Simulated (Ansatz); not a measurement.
# Geometry relaxation, with input and output: GeSi (part 2 of 2)

Continued. System: GeSi (P6₃mc, 4 atoms in the cell). Method: DFT, r2SCAN+rVV10, plane waves, PAW, no spin polarisation (Ansatz 0.2.0); cutoff 500 eV, 12×12×4 k-mesh, Fermi–Dirac smearing of 0.03 eV. The structure was built on a prototype by a generator. The geometry comes from this level: PBEsol.

Geometry of the input (Å; fractional positions):
```
3.9033  0.0000  0.0000
-1.9517  3.3804  0.0000
0.0000  0.0000  6.4354
Ge 0.3333  0.6667  0.0003
Ge 0.6667  0.3333  0.5003
Si 0.3333  0.6667  0.3747
Si 0.6667  0.3333  0.8747
```

Output, continued:
```
--- Forces (eV/Å), atoms counted from 1 ---
  atom   1  Ge     0.00000000     0.00000000    -0.00378584
  atom   2  Ge     0.00000000    -0.00000000    -0.00378584
  atom   3  Si    -0.00000000     0.00000000     0.00378609
  atom   4  Si    -0.00000000    -0.00000000     0.00378609
  max |Σ_I F_I| component: 5.05e-7 eV/Å
--- Stress (GPa, compression-positive) ---
       -0.023305      -0.000000       0.000000
       -0.000000      -0.023305       0.000000
        0.000000       0.000000      -0.007351
  P = ⅓ Tr σ = -0.0180 GPa (-0.180 kbar)
--- Band table (eV; the first three rows and the last of 57) ---
  k-point 0: bands = ["-17.4883", "-17.4883", "-17.4846", "-17.4846", "-17.4813", "-17.4813", "-17.4539", "-17.4539", "-17.4495", "-17.4495", "-5.5990", "-3.3232", "-0.1579", "5.9833", "5.9833", "7.3079", "7.6580", "7.6580", "8.4491", "9.6317", "9.8714", "9.8714"]
  k-point 1: bands = ["-17.4883", "-17.4882", "-17.4842", "-17.4842", "-17.4818", "-17.4818", "-17.4532", "-17.4532", "-17.4501", "-17.4501", "-5.3934", "-3.9170", "0.8445", "5.4064", "6.1548", "6.1548", "7.2817", "7.2817", "8.6572", "10.0988", "10.2364", "10.2364"]
  k-point 2: bands = ["-17.4882", "-17.4882", "-17.4831", "-17.4831", "-17.4831", "-17.4831", "-17.4516", "-17.4516", "-17.4516", "-17.4516", "-4.7962", "-4.7962", "2.9247", "2.9247", "6.6354", "6.6354", "6.6354", "6.6354", "9.2557", "9.2557", "10.9822", "10.9822"]
  k-point 56: bands = ["-17.4883", "-17.4883", "-17.4782", "-17.4782", "-17.4772", "-17.4772", "-17.4512", "-17.4512", "-17.4511", "-17.4511", "-2.2002", "-2.2002", "-0.4427", "-0.4427", "2.9269", "2.9269", "5.4136", "5.4136", "9.3135", "9.3135", "11.6904", "11.6904"]
--- Relaxed structure (3 steps of the walk, 3 accepted, 1 SCFs on fresh bases) ---
  F+E_penalty+E_count = -9880.47124869 eV   max|allowed force component| = 3.786e-3 eV/Å   (the final SCF, on the basis selected at the relaxed cell)
  cell:  # Å, volume = 84.5902 Å³
    - [3.8944224588865173, -2.880151967710076e-11, -2.5809453695868156e-19]
    - [-1.9472112294183157, 3.3726687824787835, 5.300771348685439e-20]
    - [-4.2551504471926763e-19, -1.4475882279214206e-19, 6.440258901002326]
  atoms:
    - { symbol: Ge, position: [0.3333333333333333, 0.6666666666666666, 0.0006083267582335984] }
    - { symbol: Ge, position: [0.6666666666666665, 0.33333333333333326, 0.5006083267582335] }
    - { symbol: Si, position: [0.3333333333333333, 0.6666666666666666, 0.37439167324176637] }
    - { symbol: Si, position: [0.6666666666666665, 0.33333333333333326, 0.8743916732417664] }
```

File rho_z.tsv:
```
# z_ang	rho[e/angstrom^3]
# format = ansatz-planar-average/11
# lattice	3.894422459	-0.000000000	-0.000000000
# lattice	-1.947211229	3.372668782	0.000000000
# lattice	-0.000000000	-0.000000000	6.440258901
# sites	4
# site	32	0.000000000	2.248445855	0.003917782
# site	32	1.947211229	1.124222927	3.224047232
# site	14	0.000000000	2.248445855	2.411179306
# site	14	1.947211229	1.124222927	5.631308757
0.000000	1.538050e0
0.119264	1.347172e0
0.238528	9.410083e-1
0.357792	5.724132e-1
0.477056	3.472392e-1
0.596320	2.336242e-1
0.715584	1.765834e-1
0.834848	1.456245e-1
0.954112	1.282670e-1
1.073376	1.184808e-1
1.192641	1.141211e-1
1.311905	1.144811e-1
1.431169	1.188734e-1
1.550433	1.265941e-1
1.669697	1.365837e-1
1.788961	1.478387e-1
1.908225	1.603734e-1
2.027489	1.756343e-1
2.146753	1.958791e-1
2.266017	2.225566e-1
2.385281	2.565961e-1
2.504545	3.009054e-1
2.623809	3.633144e-1
2.743073	4.687668e-1
2.862337	6.687834e-1
2.981601	9.999130e-1
3.100865	1.371015e0
3.220129	1.538050e0
3.339394	1.347172e0
3.458658	9.410083e-1
3.577922	5.724132e-1
3.697186	3.472392e-1
3.816450	2.336242e-1
3.935714	1.765834e-1
4.054978	1.456245e-1
4.174242	1.282670e-1
4.293506	1.184808e-1
4.412770	1.141211e-1
4.532034	1.144811e-1
4.651298	1.188734e-1
4.770562	1.265941e-1
4.889826	1.365837e-1
5.009090	1.478387e-1
5.128354	1.603734e-1
5.247618	1.756343e-1
5.366882	1.958791e-1
5.486146	2.225566e-1
5.605411	2.565961e-1
5.724675	3.009054e-1
5.843939	3.633144e-1
5.963203	4.687668e-1
6.082467	6.687834e-1
6.201731	9.999130e-1
6.320995	1.371015e0
```

File v_z.tsv:
```
# z_ang	v_es[eV]	v_tot[eV]
# format = ansatz-planar-average/11
# xc	r2scan
# density_cutoff_ev	2500
# datasets	Ge=:simpson_from_first_knot:soft:shift=0	Si=:simpson_from_first_knot:soft:shift=0
# lattice	3.894422459	-0.000000000	-0.000000000
# lattice	-1.947211229	3.372668782	0.000000000
# lattice	-0.000000000	-0.000000000	6.440258901
# sites	4
# site	32	0.000000000	2.248445855	0.003917782
# site	32	1.947211229	1.124222927	3.224047232
# site	14	0.000000000	2.248445855	2.411179306
# site	14	1.947211229	1.124222927	5.631308757
0.000000	-4.317910e-1	-1.234219e1
0.119264	4.807511e-1	-1.097961e1
0.238528	1.495556e0	-9.473027e0
0.357792	2.644656e0	-7.757009e0
0.477056	3.890065e0	-5.820343e0
0.596320	5.211222e0	-3.836836e0
0.715584	6.564253e0	-1.911265e0
0.834848	7.814227e0	-2.321974e-1
0.954112	8.745617e0	9.032771e-1
1.073376	9.266695e0	1.579207e0
1.192641	9.449589e0	1.936749e0
1.311905	9.338171e0	1.712055e0
1.431169	8.933095e0	1.172742e0
1.550433	8.226617e0	3.515071e-1
1.669697	7.119468e0	-9.735307e-1
1.788961	5.604415e0	-2.924678e0
1.908225	3.880281e0	-5.221862e0
2.027489	2.165982e0	-7.540297e0
2.146753	6.095861e-1	-9.760917e0
2.266017	-7.351767e-1	-1.168838e1
2.385281	-1.899759e0	-1.340140e1
2.504545	-2.811903e0	-1.473616e1
2.623809	-3.309024e0	-1.554084e1
2.743073	-3.333730e0	-1.567917e1
2.862337	-2.947136e0	-1.535627e1
2.981601	-2.246545e0	-1.459573e1
3.100865	-1.355383e0	-1.355905e1
3.220129	-4.317910e-1	-1.234219e1
3.339394	4.807511e-1	-1.097961e1
3.458658	1.495556e0	-9.473027e0
3.577922	2.644656e0	-7.757009e0
3.697186	3.890065e0	-5.820343e0
3.816450	5.211222e0	-3.836836e0
3.935714	6.564253e0	-1.911265e0
4.054978	7.814227e0	-2.321974e-1
4.174242	8.745617e0	9.032771e-1
4.293506	9.266695e0	1.579207e0
4.412770	9.449589e0	1.936749e0
4.532034	9.338171e0	1.712055e0
4.651298	8.933095e0	1.172742e0
4.770562	8.226617e0	3.515071e-1
4.889826	7.119468e0	-9.735307e-1
5.009090	5.604415e0	-2.924678e0
5.128354	3.880281e0	-5.221862e0
5.247618	2.165982e0	-7.540297e0
5.366882	6.095861e-1	-9.760917e0
5.486146	-7.351767e-1	-1.168838e1
5.605411	-1.899759e0	-1.340140e1
5.724675	-2.811903e0	-1.473616e1
5.843939	-3.309024e0	-1.554084e1
5.963203	-3.333730e0	-1.567917e1
6.082467	-2.947136e0	-1.535627e1
6.201731	-2.246545e0	-1.459573e1
6.320995	-1.355383e0	-1.355905e1
```

Trajectory as extended XYZ (Å, eV, eV/Å), 4 frames, from step=1 to step=4:
```
4
Lattice="3.9033 0.0000 0.0000 -1.9517 3.3804 0.0000 0.0000 0.0000 6.4354" Properties=species:S:1:pos:R:3:forces:R:3 step=1 energy=-9880.47059 pressure_GPa=-0.34
Ge    0.0000    2.2536    0.0019    0.0000   0.0000   0.0160
Ge    1.9517    1.1268    3.2196    0.0000   0.0000   0.0160
Si    0.0000    2.2536    2.4114    0.0000   0.0000  -0.0160
Si    1.9517    1.1268    5.6290    0.0000   0.0000  -0.0160
4
Lattice="3.8915 0.0000 0.0000 -1.9458 3.3702 0.0000 0.0000 0.0000 6.4524" Properties=species:S:1:pos:R:3:forces:R:3 step=2 energy=-9880.47101 pressure_GPa=-0.06
Ge    0.0000    2.2468    0.0059    0.0000   0.0000  -0.0291
Ge    1.9458    1.1234    3.2322    0.0000   0.0000  -0.0291
Si    0.0000    2.2468    2.4137    0.0000   0.0000   0.0293
Si    1.9458    1.1234    5.6399    0.0000   0.0000   0.0293
4
Lattice="3.8944 0.0000 0.0000 -1.9472 3.3727 0.0000 0.0000 0.0000 6.4403" Properties=species:S:1:pos:R:3:forces:R:3 step=3 energy=-9880.47131 pressure_GPa=-0.02
Ge    0.0000    2.2484    0.0039    0.0000   0.0000  -0.0039
Ge    1.9472    1.1242    3.2240    0.0000   0.0000  -0.0039
Si    0.0000    2.2484    2.4112    0.0000   0.0000   0.0038
Si    1.9472    1.1242    5.6313    0.0000   0.0000   0.0038
4
Lattice="3.8944 0.0000 0.0000 -1.9472 3.3727 0.0000 0.0000 0.0000 6.4403" Properties=species:S:1:pos:R:3:forces:R:3 step=4 energy=-9880.47125 pressure_GPa=-0.02
Ge    0.0000    2.2484    0.0039    0.0000   0.0000  -0.0038
Ge    1.9472    1.1242    3.2240    0.0000   0.0000  -0.0038
Si    0.0000    2.2484    2.4112    0.0000   0.0000   0.0038
Si    1.9472    1.1242    5.6313    0.0000   0.0000   0.0038
```

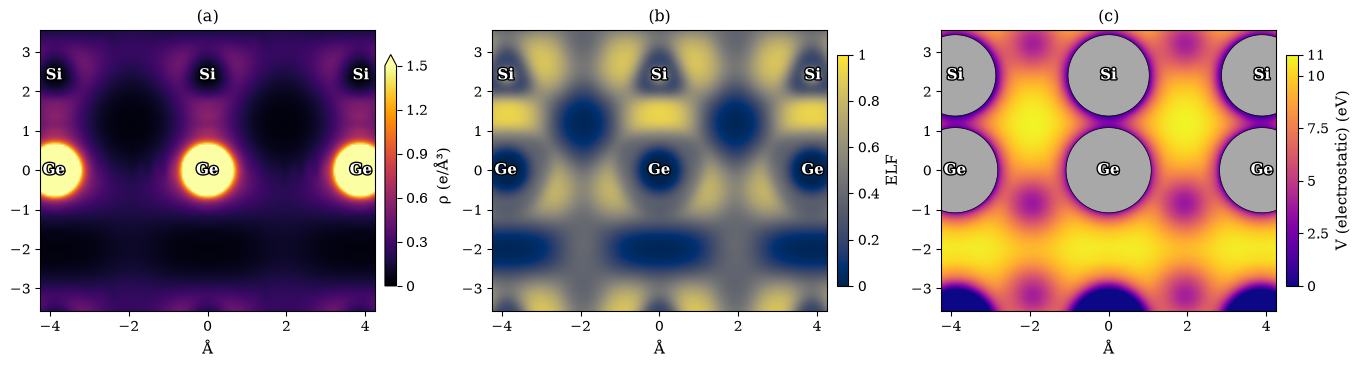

Fig. 1: (a) valence charge density (pseudo); (b) ELF; (c) electrostatic potential (local pseudopotential plus Hartree) felt by an electron on the (010) plane of the conventional cell. Grey discs, where drawn, cover atomic cores. The section cuts through Ge and Si sites. Si–Ge (2.41 Å): ρ is about 0.53 e/Å³ halfway; the ELF peaks at about 0.95 between the atoms (a shared electron pair). Away from the nuclei the density in this plane falls to 0.03 e/Å³ at its lowest. Outside the cores the potential energy rises away from the atoms and is highest about 2.3 Å from the nearest atoms; outside the discs it spans about 10 eV, and its zero is arbitrary. In a PAW calculation such maps are meaningful between the atoms, not at the nuclei.

Key numbers:

| quantity | value |
| --- | --- |
| outcome | converged |
| space group (tolerance 0.01 Å) | P6₃mc (186) |
| electrons treated | 36 |
| free energy | −9880.4712 eV |
| Fermi energy | 7.953 eV |
| band gap | 0.61 eV |
| pressure | −0.02 GPa |
| final volume | 84.59 Å³ |
| largest force (length of the vector) at the end | 0.004 eV/Å |
| final cell | a = 3.894 Å, b = 3.894 Å, c = 6.440 Å, α = 90.00°, β = 90.00°, γ = 120.00° |
| wall time | 45 s (CPU time 89 s) |
| peak memory | 0.61 GiB |
